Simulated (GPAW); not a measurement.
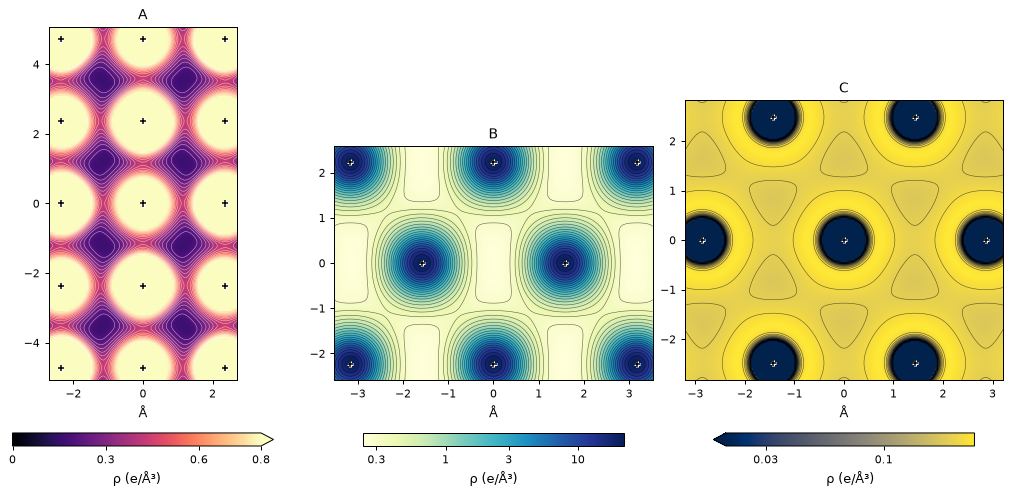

The valence pseudo-density of 3 systems, each on a plane through atoms (crosses mark nuclei in the plane).

Method: Kohn-Sham DFT of a periodic cell, PBE, GPAW PAW data sets (gpaw-data 1.2.1) in GPAW.

System 1: Mo, the (101̄) plane of the conventional cell. Space group Im-3m; a structure from a database of computed crystals, not necessarily the ambient phase; computed pressure about −2 GPa in this cell.

```xyz
2
Lattice="3.1676 0.0000 0.0000 0.0000 3.1676 0.0000 0.0000 0.0000 3.1676" Properties=species:S:1:pos:R:3 pbc="T T T"
Mo    0.0000    0.0000    0.0000
Mo    1.5838    1.5838    1.5838
```

System 2: ZrC, the (010) plane of the conventional cell. Space group Fm-3m; computed pressure about −4 GPa in this cell.

```
Zr C
1.0
     4.73000    0.00000    0.00000
     0.00000    4.73000    0.00000
     0.00000    0.00000    4.73000
Zr C
4 4
Cartesian
  2.3650 0.0000 0.0000
  0.0000 2.3650 0.0000
  0.0000 0.0000 2.3650
  2.3650 2.3650 2.3650
  0.0000 0.0000 0.0000
  2.3650 2.3650 0.0000
  2.3650 0.0000 2.3650
  0.0000 2.3650 2.3650
```

System 3: Al, the (111) plane of the conventional cell. Space group Fm-3m.

```cif
data_structure
_symmetry_space_group_name_H-M 'P 1'
_symmetry_Int_Tables_number 1
_cell_length_a 4.0496
_cell_length_b 4.0496
_cell_length_c 4.0496
_cell_angle_alpha 90.000
_cell_angle_beta 90.000
_cell_angle_gamma 90.000
_cell_volume 66.41
loop_
_atom_site_label
_atom_site_type_symbol
_atom_site_fract_x
_atom_site_fract_y
_atom_site_fract_z
_atom_site_occupancy
Al1 Al 0.00000 0.00000 0.00000 1
Al2 Al 0.50000 0.50000 0.00000 1
Al3 Al 0.50000 0.00000 0.50000 1
Al4 Al 0.00000 0.50000 0.50000 1
```

Match each panel to its system.

Answer. Panel A is system 2, ZrC: the plane holds Zr and C. Zr–C (2.37 Å): the density is about 0.44 e/Å³ at the midpoint. Panel B is system 1, Mo: the plane holds Mo. Mo–Mo (2.74 Å): the density is about 0.37 e/Å³ at the midpoint. Panel C is system 3, Al: the plane holds Al. Al–Al (2.86 Å): ρ at the midpoint is about 0.2 e/Å³.
